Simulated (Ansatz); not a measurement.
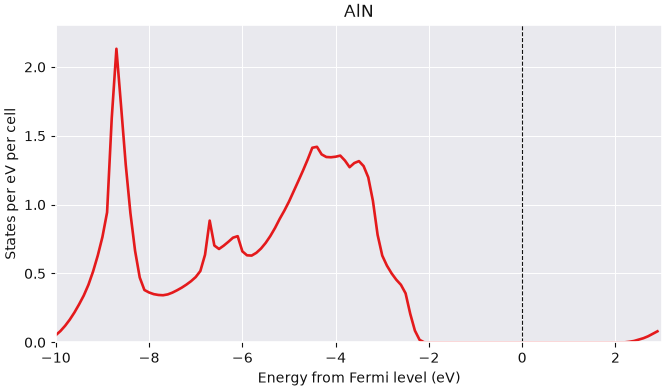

Density of states. Energies are counted from the Fermi level.

Input of the run:

```
crystal:
  lattice:
    - [0.0, 2.034518, 2.034518]
    - [2.034518, 0.0, 2.034518]
    - [2.034518, 2.034518, 0.0]
  atoms:
    - { symbol: Al, position: [0.5, 0.5, 0.5] }
    - { symbol: "N", position: [0.0, 0.0, 0.0], spin: 4.0 }
basis:
  ecutwfc: 320
kpoints:
  mp_grid: { grid: [6, 6, 6] }
hamiltonian:
  xc: pw92
  dispersion: d3bj
scf:
  occupations: { method: gaussian, width: 0.1 }
  lower_state_search: "off"
  convergence: { dr2_threshold: "1e-13 eV" }
output:
  forces: true
  stress: true
  eigenvalues: true
  populations: true
  dos: {}
magnetization:
  spin_polarized: true
  magnetic_field: 10
```

Run as:
```bash
ansatz run input.yaml --threads 1 --pin off --max-ram 1331MiB --backend cpu --events-out ev --progress --plain --runs-dir out
```

> Metal or insulator, going by the density of states?

There is a gap; over the k points computed it is 4.25 eV.

> Where is the tallest peak of the filled states in the window?

Within the window shown, the tallest peak of the filled states lies 6.6 eV under the valence-band top, at about 2.1 states per eV and cell.

Some starting moments didn't survive the run. The cell is at −18 GPa in this functional. The k mesh is coarse, so the curve is spiky and fine features aren't converged.
